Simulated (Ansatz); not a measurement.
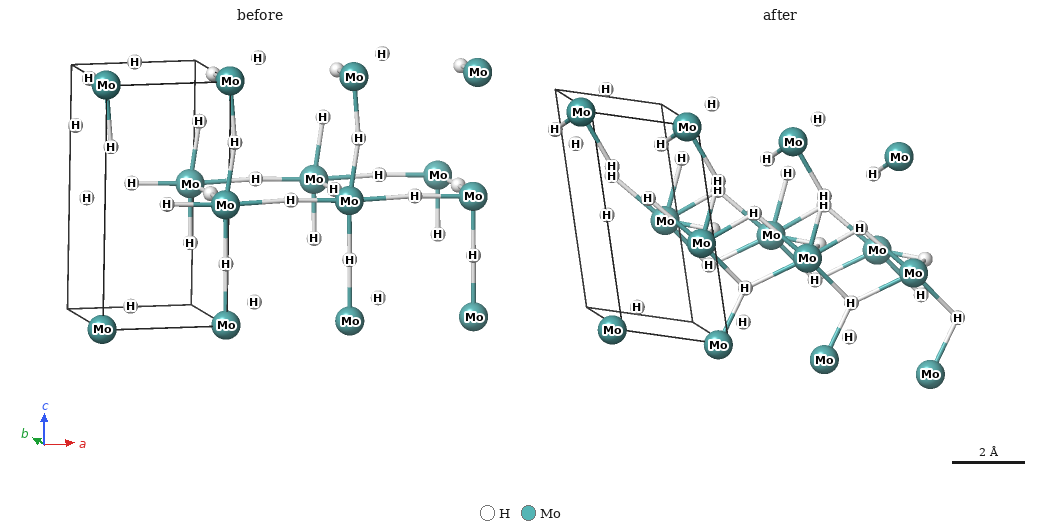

The structure of solid MoH3 (a generated structure, set up in P1) (coarse preliminary run) before (left) and after (right) a relaxation, at one scale.

A ball-and-stick model of the cell of the calculation, repeated 3 × 1 × 1 with one cell outlined, seen slightly off an axis.

All numbers below come from DFT PBE, scalar-relativistic, plane waves, PAW in Ansatz. Set-up: plane-wave cutoff 420 eV; k-point mesh 6 × 6 × 4; occupations gaussian; smearing width 0.2 eV; collinear spin; cell and atoms relaxed; force threshold 0.025 eV/Å; at most 60 steps.

**Summarise the run.**

The run was cut off at its time limit before the relaxation converged, so the last structure is only a point on the way. The largest move relative to the cell is that of an H atom, 0.99 Å roughly along [−1 −3 1]. Largest moves by element: H 0.99 Å, Mo 0.32 Å. Cell: a 3.587 → 3.079 Å (−14.1 %), b 3.611 → 3.172 Å (−12.2 %), c 7.001 → 6.307 Å (−9.9 %), α 93.4° → 88.4°, β 90.7° → 108.5°, γ 90.4° → 96.4°. Volume −35.8 %. Some distances before and after: H–Mo 3.909 → 1.921 Å, Mo–Mo 3.465 → 2.934 Å, Mo–Mo 3.587 → 3.079 Å, H–Mo 1.690 → 1.960 Å. New bonds form: H–Mo (3.91 → 1.92 Å). Among the angles between lasting bonds that change: H–Mo–H 94.5° → 166.4°, Mo–H–Mo 179.5° → 107.9°, H–Mo–H 175.6° → 111.4°. The space group stays P1 (No. 1). The energy falls by 279 meV per atom in 9 geometry steps. The largest force component goes from 1.3 to 0.96 eV/Å. The pressure goes from 6.16 to −0.55 GPa. The program noted that the starting moments weren't kept.
